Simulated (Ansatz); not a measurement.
SnSe2 (space group P4_2/mnm, No. 136). Coordinates: coordinates from a relaxation with DFT, PBEsol, plane waves, PAW (Ansatz).

```
Sn Se
1.0
     6.42559    0.00000    0.00000
     0.00000    6.42559    0.00000
     0.00000    0.00000    3.98449
Sn Se
2 4
Cartesian
  3.2128 3.2128 1.9922
  0.0000 0.0000 0.0000
  4.4633 4.4633 0.0000
  5.1751 1.2505 1.9922
  1.9623 1.9623 0.0000
  1.2505 5.1751 1.9922
```

Describe how the polyhedra about Sn are linked (bonds: Se–Sn below 3.1 Å).

Sn: SnSe6 octahedron, sharing edges with two neighbours and corners with eight neighbours.

They form a three-dimensional framework of corner- and edge-sharing octahedra.

Centre to centre across a shared edge: 3.98 Å; across a shared corner: 4.96 Å.

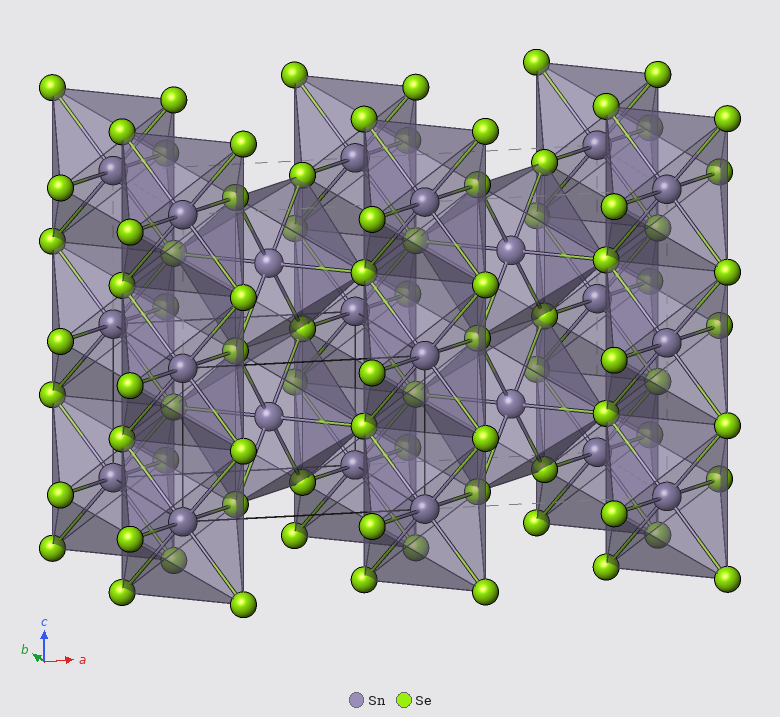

Polyhedra are drawn about Sn (bonds: Se–Sn below 3.1 Å); other atoms are plain spheres.
